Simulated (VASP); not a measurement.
Run report: AlP, geometry relaxation (part 4 of 5)

AlP (slab, 8 atoms in the cell); Kohn-Sham DFT of a periodic cell, RPBE, VASP PAW PBE potentials, recommended, no spin polarisation (VASP 6.6.1); cutoff 520 eV, 8×8×1 k-mesh, Gaussian smearing of 0.05 eV. The structure derives from an entry of the Crystallography Open Database. It belongs to a series of runs on one base structure; here: the (1 1 1) slab of AlP, cut from the database cell, not relaxed.

Geometry of the input (Å; fractional positions):
```
3.8544  0.0000  0.0000
-1.9272  3.3380  0.0000
0.0000  0.0000  25.2282
P  0.0000  0.0000  0.2973
P  0.3333  0.6667  0.4220
P  0.6667  0.3333  0.5468
P  0.0000  0.0000  0.6715
Al 0.3333  0.6667  0.3285
Al 0.6667  0.3333  0.4532
Al 0.0000  0.0000  0.5780
Al 0.3333  0.6667  0.7027
```

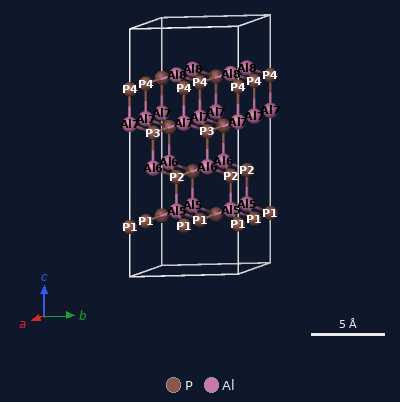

Figure 1. The geometry at step 7 of the log (ball-and-stick view of the 2 × 2 repeat of the cell, with the vacuum cut short, seen slightly off an axis; atoms are numbered from 1 in the order of the input).

Parts of OUTCAR, continued
```
 -----------------------------------------------------------------------------------
      0.00000      0.00000      7.50000        -0.000000     -0.000000     -0.058257
     -0.00000      2.22536     10.64714         0.000000      0.000000      0.809793
      1.92722      1.11268     13.89780         0.000000     -0.000000      0.006250
      0.00000      0.00000     17.15215        -0.000000     -0.000000     -0.007361
     -0.00000      2.22536      8.28678         0.000000     -0.000000     -0.700042
      1.92722      1.11268     11.43392        -0.000000      0.000000     -0.044049
      0.00000      0.00000     14.67198        -0.000000      0.000000     -0.010165
     -0.00000      2.22536     17.84595         0.000000      0.000000      0.003832
 -----------------------------------------------------------------------------------
    total drift:                                0.000000     -0.000000     -0.000099

  FREE ENERGIE OF THE ION-ELECTRON SYSTEM (eV)
  ---------------------------------------------------
  free  energy   TOTEN  =       -36.5620543780 eV

  energy  without entropy=      -36.5447603985  energy(sigma->0) =      -36.55340739

--------------------------------------- Ionic step       18  -------------------------------------------

 number of electron      31.9999998 magnetization

 dipolmoment           0.000000      0.000000     -0.214192 electrons x Angstroem

 Free energy of the ion-electron system (eV)
  ---------------------------------------------------
  ext. energy  EPLUGINS =         0.00000000
  ---------------------------------------------------
  free energy    TOTEN  =       -36.56206766 eV

  energy without entropy =      -36.54479758  energy(sigma->0) =      -36.55343262

 E-fermi :   0.3727     XC(G=0):  -5.2106     alpha+bet : -5.7498

 val. band max:        0.3315511073   @ k =   0.3750   0.2500   0.0000
 cond. band min:       0.3794822069   @ k =   0.1250   0.0000   0.0000
 fundamental gap:      0.0479310995
 Fermi energy:         0.3726704441

 k-point     1 :       0.0000    0.0000    0.0000
  band No.  band energies     occupation
      1     -12.3472      2.00000
      2     -11.5193      2.00000
      3     -10.8094      2.00000
      4      -9.5265      2.00000
      5      -5.7036      2.00000
      6      -4.2287      2.00000
      7      -2.4615      2.00000
      8      -1.9553      2.00000
      9      -1.9553      2.00000
     10      -1.1743      2.00000
     11      -1.1743      2.00000
     12      -0.5002      2.00000
     13      -0.5002      2.00000
     14      -0.1054      2.00000
     15       0.5683      0.00000
     16       0.5683      0.00000
     17       0.6401      0.00000
     18       1.9541      0.00000
     19       2.7311      0.00000
     20       3.3023      0.00000
     21       3.5601      0.00000

 k-point     2 :       0.1250    0.0000    0.0000
  band No.  band energies     occupation
      1     -12.2013      2.00000
      2     -11.3772      2.00000
      3     -10.6715      2.00000
      4      -9.3884      2.00000
      5      -5.5920      2.00000
      6      -4.1821      2.00000
      7      -2.9596      2.00000
      8      -2.4132      2.00000
      9      -2.1808      2.00000
     10      -1.9886      2.00000
     11      -1.4263      2.00000
     12      -1.3858      2.00000
     13      -0.7045      2.00000
     14      -0.3054      2.00000
     15       0.1097      2.00000
     16       0.3795      0.84722
     17       0.6588      0.00000
     18       2.4796      0.00000
     19       3.1675      0.00000
     20       3.5232      0.00000
     21       3.6243      0.00000

 k-point     3 :       0.2500    0.0000    0.0000
  band No.  band energies     occupation
      1     -11.7934      2.00000
      2     -10.9835      2.00000
      3     -10.2933      2.00000
      4      -9.0106      2.00000
      5      -5.4066      2.00000
      6      -4.6957      2.00000
      7      -4.0007      2.00000
      8      -3.4555      2.00000
      9      -2.8865      2.00000
     10      -2.6190      2.00000
     11      -2.2790      2.00000
     12      -1.8085      2.00000
     13      -1.4482      2.00000
     14      -1.1170      2.00000
     15      -0.0128      2.00000
     16       0.2188      1.99999
     17       0.5940      0.00000
     18       1.9328      0.00000
     19       2.6450      0.00000
     20       3.3491      0.00000
     21       3.4934      0.00000

 k-point     4 :       0.3750    0.0000    0.0000
  band No.  band energies     occupation
      1     -11.2522      2.00000
      2     -10.4781      2.00000
      3      -9.8223      2.00000
      4      -8.5441      2.00000
      5      -6.0477      2.00000
      6      -5.5467      2.00000
      7      -4.8801      2.00000
      8      -3.9072      2.00000
      9      -3.6443      2.00000
     10      -2.9677      2.00000
     11      -2.5803      2.00000
     12      -2.1506      2.00000
     13      -1.7642      2.00000
     14      -1.4537      2.00000
     15      -0.3390      2.00000
     16       0.2025      2.00000
     17       0.4159      0.22155
     18       1.3565      0.00000
     19       2.1862      0.00000
     20       2.6300      0.00000
     21       3.0571      0.00000

 k-point     5 :       0.5000    0.0000    0.0000
  band No.  band energies     occupation
      1     -10.9492      2.00000
      2     -10.2156      2.00000
      3      -9.5881      2.00000
      4      -8.3167      2.00000
      5      -6.5271      2.00000
      6      -5.9642      2.00000
      7      -5.2865      2.00000
      8      -4.3865      2.00000
      9      -3.3993      2.00000
     10      -3.0949      2.00000
     11      -2.6745      2.00000
     12      -2.2761      2.00000
     13      -1.8426      2.00000
     14      -1.5777      2.00000
     15      -0.4599      2.00000
     16       0.0778      2.00000
     17       0.4126      0.25861
     18       1.1417      0.00000
     19       2.0508      0.00000
     20       2.2318      0.00000
     21       3.0220      0.00000

 [... the levels of 4 k-points are left out ...]

 k-point    10 :       0.3750    0.2500    0.0000
  band No.  band energies     occupation
      1     -10.7609      2.00000
      2     -10.0410      2.00000
      3      -9.4269      2.00000
      4      -8.1517      2.00000
      5      -6.2791      2.00000
      6      -5.7576      2.00000
      7      -5.1191      2.00000
      8      -4.5525      2.00000
      9      -4.2352      2.00000
     10      -3.7819      2.00000
     11      -3.3291      2.00000
     12      -2.8779      2.00000
     13      -2.4970      2.00000
     14      -1.9901      2.00000
     15      -1.5024      2.00000
     16       0.3316      1.75518
     17       0.3848      0.73136
     18       2.4681      0.00000
     19       2.9126      0.00000
     20       3.5341      0.00000
     21       3.7572      0.00000

------------------------ aborting loop because EDIFF is reached ----------------------------------------

 vacuum level on the upper side and lower side of the slab       (xc-potential included)        -1.589         1.390

  FORCE on cell =-STRESS in cart. coord.  units (eV):
  Direction    XX          YY          ZZ          XY          YZ          ZX
  --------------------------------------------------------------------------------------
  -------------------------------------------------------------------------------------
  Total        3.0245754      3.0245754      1.7541333      0.0000000      0.0000000      0.0000000
  in kB       14.9291764     14.9291764      8.6583280      0.0000000      0.0000000      0.0000000
  external PRESSURE =      12.8388936 kB  Pullay stress =       0.0000000 kB

 VOLUME and BASIS-vectors are now :
 -----------------------------------------------------------------------------
  energy-cutoff  :      520.00
  volume of cell :      324.59
      direct lattice vectors                 reciprocal lattice vectors
     3.854439064  0.000000000  0.000000000     0.259441123  0.149788402  0.000000000
    -1.927219532  3.338042147  0.000000000     0.000000000  0.299576805  0.000000000
     0.000000000  0.000000000 25.228193031     0.000000000  0.000000000  0.039638194

 POSITION                                       TOTAL-FORCE (eV/Angst)
 -----------------------------------------------------------------------------------
      0.00000      0.00000      7.50000         0.000000      0.000000     -0.057659
     -0.00000      2.22536     10.64714        -0.000000      0.000000      0.809889
      1.92722      1.11268     13.89774         0.000000     -0.000000      0.000710
     -0.00000      0.00000     17.15120         0.000000      0.000000     -0.003051
     -0.00000      2.22536      8.28678         0.000000     -0.000000     -0.700616
      1.92722      1.11268     11.43392        -0.000000      0.000000     -0.044792
      0.00000      0.00000     14.67079         0.000000      0.000000     -0.002837
     -0.00000      2.22536     17.84668        -0.000000      0.000000     -0.001644
 -----------------------------------------------------------------------------------
    total drift:                                0.000000     -0.000000     -0.000435

  FREE ENERGIE OF THE ION-ELECTRON SYSTEM (eV)
  ---------------------------------------------------
  free  energy   TOTEN  =       -36.5620676603 eV

  energy  without entropy=      -36.5447975825  energy(sigma->0) =      -36.55343262

 reached required accuracy - stopping structural energy minimisation

 vacuum level on the upper side and lower side of the slab         3.495         6.539
```

CONTCAR
```
AlP
   1.00000000000000
     3.8544390642000002    0.0000000000000000    0.0000000000000000
    -1.9272195321000001    3.3380421469999999    0.0000000000000000
     0.0000000000000000    0.0000000000000000   25.2281930314000000
  P               Al
     4     4
Selective dynamics
Direct
     0.0000000000000000    0.0000000000000000    0.2972864521000034   F   F   F
     0.3333333332999970    0.6666666667000030    0.4220332507999984   F   F   F
     0.6666666667000030    0.3333333332999970    0.5508812084212201   T   T   T
     0.0000000000000000    0.0000000000000000    0.6798426415551205   T   T   T
     0.3333333332999970    0.6666666667000030    0.3284731517999973   F   F   F
     0.6666666667000030    0.3333333332999970    0.4532199504999994   F   F   F
     0.0000000000000000    0.0000000000000000    0.5815236950410689   T   T   T
     0.3333333332999970    0.6666666667000030    0.7074103049407993   T   T   T

  0.00000000E+00  0.00000000E+00  0.00000000E+00
  0.00000000E+00  0.00000000E+00  0.00000000E+00
  0.00000000E+00  0.00000000E+00  0.00000000E+00
  0.00000000E+00  0.00000000E+00  0.00000000E+00
  0.00000000E+00  0.00000000E+00  0.00000000E+00
  0.00000000E+00  0.00000000E+00  0.00000000E+00
  0.00000000E+00  0.00000000E+00  0.00000000E+00
  0.00000000E+00  0.00000000E+00  0.00000000E+00
```

Trajectory as extended XYZ (Å, eV, eV/Å), 18 frames, from step=0 to step=17
```
8
Lattice="3.8544 0.0000 0.0000 -1.9272 3.3380 0.0000 0.0000 0.0000 25.2282" Properties=species:S:1:pos:R:3:forces:R:3 step=0 energy=-36.48863
P     0.0000    0.0000    7.5000    0.0000   0.0000  -0.0285
P     0.0000    2.2254   10.6471    0.0000   0.0000   0.6258
P     1.9272    1.1127   13.7943    0.0000   0.0000   0.5115
P     0.0000    0.0000   16.9414    0.0000   0.0000   0.8758
Al    0.0000    2.2254    8.2868    0.0000   0.0000  -0.6690
Al    1.9272    1.1127   11.4339    0.0000   0.0000  -0.5414
Al    0.0000    0.0000   14.5811    0.0000   0.0000  -0.5541
Al    0.0000    2.2254   17.7282    0.0000   0.0000  -0.2201
8
Lattice="3.8544 0.0000 0.0000 -1.9272 3.3380 0.0000 0.0000 0.0000 25.2282" Properties=species:S:1:pos:R:3:forces:R:3 step=1 energy=-36.53052
P     0.0000    0.0000    7.5000    0.0000   0.0000  -0.0497
P     0.0000    2.2254   10.6471    0.0000   0.0000   0.7016
P     1.9272    1.1127   13.8190    0.0000   0.0000   0.1819
P     0.0000    0.0000   16.9837    0.0000   0.0000   0.3464
Al    0.0000    2.2254    8.2868    0.0000   0.0000  -0.6823
Al    1.9272    1.1127   11.4339    0.0000   0.0000  -0.4612
Al    1.9272    3.3380   14.5543    0.0000   0.0000   0.0459
Al    0.0000    2.2254   17.7176    0.0000   0.0000  -0.0826
8
Lattice="3.8544 0.0000 0.0000 -1.9272 3.3380 0.0000 0.0000 0.0000 25.2282" Properties=species:S:1:pos:R:3:forces:R:3 step=2 energy=-36.53480
P     0.0000    0.0000    7.5000    0.0000   0.0000  -0.0577
P     0.0000    2.2254   10.6471    0.0000   0.0000   0.7369
P     1.9272    1.1127   13.8305    0.0000   0.0000   0.0404
P     0.0000    0.0000   17.0034    0.0000   0.0000   0.1438
Al    0.0000    2.2254    8.2868    0.0000   0.0000  -0.6903
Al    1.9272    1.1127   11.4339    0.0000   0.0000  -0.4288
Al    0.0000    0.0000   14.5418    0.0000   0.0000   0.2791
Al    0.0000    2.2254   17.7126    0.0000   0.0000  -0.0234
8
Lattice="3.8544 0.0000 0.0000 -1.9272 3.3380 0.0000 0.0000 0.0000 25.2282" Properties=species:S:1:pos:R:3:forces:R:3 step=3 energy=-36.53955
P     0.0000    0.0000    7.5000    0.0000   0.0000  -0.0612
P     0.0000    2.2254   10.6471    0.0000   0.0000   0.7409
P     1.9272    1.1127   13.8346    0.0000   0.0000   0.0537
P     3.8544    0.0000   17.0145    0.0000   0.0000   0.1103
Al    0.0000    2.2254    8.2868    0.0000   0.0000  -0.6871
Al    1.9272    1.1127   11.4339    0.0000   0.0000  -0.3993
Al    0.0000    0.0000   14.5543    0.0000   0.0000   0.2237
Al    0.0000    2.2254   17.7105    0.0000   0.0000   0.0190
8
Lattice="3.8544 0.0000 0.0000 -1.9272 3.3380 0.0000 0.0000 0.0000 25.2282" Properties=species:S:1:pos:R:3:forces:R:3 step=4 energy=-36.54740
P     0.0000    0.0000    7.5000    0.0000   0.0000  -0.0700
P     0.0000    2.2254   10.6471    0.0000   0.0000   0.7518
P     1.9272    1.1127   13.8471    0.0000   0.0000   0.0998
P     0.0000    0.0000   17.0476    0.0000   0.0000   0.0229
Al    0.0000    2.2254    8.2868    0.0000   0.0000  -0.6785
Al    1.9272    1.1127   11.4339    0.0000   0.0000  -0.3133
Al    0.0000    0.0000   14.5920    0.0000   0.0000   0.0536
Al    0.0000    2.2254   17.7042    0.0000   0.0000   0.1336
8
Lattice="3.8544 0.0000 0.0000 -1.9272 3.3380 0.0000 0.0000 0.0000 25.2282" Properties=species:S:1:pos:R:3:forces:R:3 step=5 energy=-36.54796
P     0.0000    0.0000    7.5000    0.0000   0.0000  -0.0727
P     0.0000    2.2254   10.6471    0.0000   0.0000   0.7550
P     1.9272    1.1127   13.8513    0.0000   0.0000   0.1171
P     3.8544    0.0000   17.0588    0.0000   0.0000  -0.0032
Al    0.0000    2.2254    8.2868    0.0000   0.0000  -0.6756
Al    1.9272    1.1127   11.4339    0.0000   0.0000  -0.2851
Al    0.0000    0.0000   14.6046    0.0000   0.0000  -0.0042
Al    0.0000    2.2254   17.7021    0.0000   0.0000   0.1687
8
Lattice="3.8544 0.0000 0.0000 -1.9272 3.3380 0.0000 0.0000 0.0000 25.2282" Properties=species:S:1:pos:R:3:forces:R:3 step=6 energy=-36.55126
P     0.0000    0.0000    7.5000    0.0000   0.0000  -0.0714
P     0.0000    2.2254   10.6471    0.0000   0.0000   0.7713
P     1.9272    1.1127   13.8656    0.0000   0.0000   0.0104
P     0.0000    0.0000   17.0670    0.0000   0.0000   0.0266
Al    0.0000    2.2254    8.2868    0.0000   0.0000  -0.6806
Al    1.9272    1.1127   11.4339    0.0000   0.0000  -0.2106
Al    0.0000    0.0000   14.6139    0.0000   0.0000   0.0035
Al    0.0000    2.2254   17.7165    0.0000   0.0000   0.1508
8
Lattice="3.8544 0.0000 0.0000 -1.9272 3.3380 0.0000 0.0000 0.0000 25.2282" Properties=species:S:1:pos:R:3:forces:R:3 step=7 energy=-36.55360
P     0.0000    0.0000    7.5000    0.0000   0.0000  -0.0679
P     0.0000    2.2254   10.6471    0.0000   0.0000   0.8043
P     1.9272    1.1127   13.8955    0.0000   0.0000  -0.1958
P     3.8544    0.0000   17.0840    0.0000   0.0000   0.0890
Al    0.0000    2.2254    8.2868    0.0000   0.0000  -0.6916
Al    1.9272    1.1127   11.4339    0.0000   0.0000  -0.0704
Al    0.0000    0.0000   14.6331    0.0000   0.0000   0.0199
Al    0.0000    2.2254   17.7465    0.0000   0.0000   0.1126
8
Lattice="3.8544 0.0000 0.0000 -1.9272 3.3380 0.0000 0.0000 0.0000 25.2282" Properties=species:S:1:pos:R:3:forces:R:3 step=8 energy=-36.55581
P     0.0000    0.0000    7.5000    0.0000   0.0000  -0.0665
P     0.0000    2.2254   10.6471    0.0000   0.0000   0.8052
P     1.9272    1.1127   13.8968    0.0000   0.0000  -0.1712
P     0.0000    0.0000   17.0936    0.0000   0.0000   0.0844
Al    0.0000    2.2254    8.2868    0.0000   0.0000  -0.6926
Al    1.9272    1.1127   11.4339    0.0000   0.0000  -0.0603
Al    0.0000    0.0000   14.6404    0.0000   0.0000   0.0050
Al    0.0000    2.2254   17.7614    0.0000   0.0000   0.0959
8
Lattice="3.8544 0.0000 0.0000 -1.9272 3.3380 0.0000 0.0000 0.0000 25.2282" Properties=species:S:1:pos:R:3:forces:R:3 step=9 energy=-36.56025
P     0.0000    0.0000    7.5000    0.0000   0.0000  -0.0618
P     0.0000    2.2254   10.6471    0.0000   0.0000   0.8077
P     1.9272    1.1127   13.9010    0.0000   0.0000  -0.0963
P     0.0000    0.0000   17.1223    0.0000   0.0000   0.0731
Al    0.0000    2.2254    8.2868    0.0000   0.0000  -0.6958
Al    1.9272    1.1127   11.4339    0.0000   0.0000  -0.0301
Al    0.0000    0.0000   14.6622    0.0000   0.0000  -0.0419
Al    0.0000    2.2254   17.8061    0.0000   0.0000   0.0451
8
Lattice="3.8544 0.0000 0.0000 -1.9272 3.3380 0.0000 0.0000 0.0000 25.2282" Properties=species:S:1:pos:R:3:forces:R:3 step=10 energy=-36.55905
P     0.0000    0.0000    7.5000    0.0000   0.0000  -0.0511
P     0.0000    2.2254   10.6471    0.0000   0.0000   0.8117
P     1.9272    1.1127   13.9092    0.0000   0.0000   0.0589
P    -1.9272    3.3380   17.1797    0.0000   0.0000   0.0636
Al    0.0000    2.2254    8.2868    0.0000   0.0000  -0.7029
Al    1.9272    1.1127   11.4339    0.0000   0.0000   0.0297
Al    0.0000    0.0000   14.7059    0.0000   0.0000  -0.1464
Al    0.0000    2.2254   17.8955    0.0000   0.0000  -0.0635
8
Lattice="3.8544 0.0000 0.0000 -1.9272 3.3380 0.0000 0.0000 0.0000 25.2282" Properties=species:S:1:pos:R:3:forces:R:3 step=11 energy=-36.56139
P     0.0000    0.0000    7.5000    0.0000   0.0000  -0.0575
P     0.0000    2.2254   10.6471    0.0000   0.0000   0.8096
P     1.9272    1.1127   13.9044    0.0000   0.0000  -0.0328
P     0.0000    0.0000   17.1460    0.0000   0.0000   0.0674
Al    0.0000    2.2254    8.2868    0.0000   0.0000  -0.6987
Al    1.9272    1.1127   11.4339    0.0000   0.0000  -0.0053
Al    0.0000    0.0000   14.6803    0.0000   0.0000  -0.0837
Al    0.0000    2.2254   17.8431    0.0000   0.0000   0.0009
8
Lattice="3.8544 0.0000 0.0000 -1.9272 3.3380 0.0000 0.0000 0.0000 25.2282" Properties=species:S:1:pos:R:3:forces:R:3 step=12 energy=-36.56200
P     0.0000    0.0000    7.5000    0.0000   0.0000  -0.0590
P     0.0000    2.2254   10.6471    0.0000   0.0000   0.8143
P     1.9272    1.1127   13.9015    0.0000   0.0000  -0.0237
P    -1.9272    3.3380   17.1528    0.0000   0.0000  -0.0083
Al    0.0000    2.2254    8.2868    0.0000   0.0000  -0.7006
Al    1.9272    1.1127   11.4339    0.0000   0.0000  -0.0300
Al    0.0000    0.0000   14.6731    0.0000   0.0000  -0.0042
Al    0.0000    2.2254   17.8442    0.0000   0.0000   0.0116
8
Lattice="3.8544 0.0000 0.0000 -1.9272 3.3380 0.0000 0.0000 0.0000 25.2282" Properties=species:S:1:pos:R:3:forces:R:3 step=13 energy=-36.56200
P     0.0000    0.0000    7.5000    0.0000   0.0000  -0.0590
P     0.0000    2.2254   10.6471    0.0000   0.0000   0.8145
P     1.9272    1.1127   13.9013    0.0000   0.0000  -0.0231
P     0.0000    0.0000   17.1531    0.0000   0.0000  -0.0114
Al    0.0000    2.2254    8.2868    0.0000   0.0000  -0.7008
Al    1.9272    1.1127   11.4339    0.0000   0.0000  -0.0312
Al    0.0000    0.0000   14.6727    0.0000   0.0000  -0.0007
Al    0.0000    2.2254   17.8442    0.0000   0.0000   0.0117
```
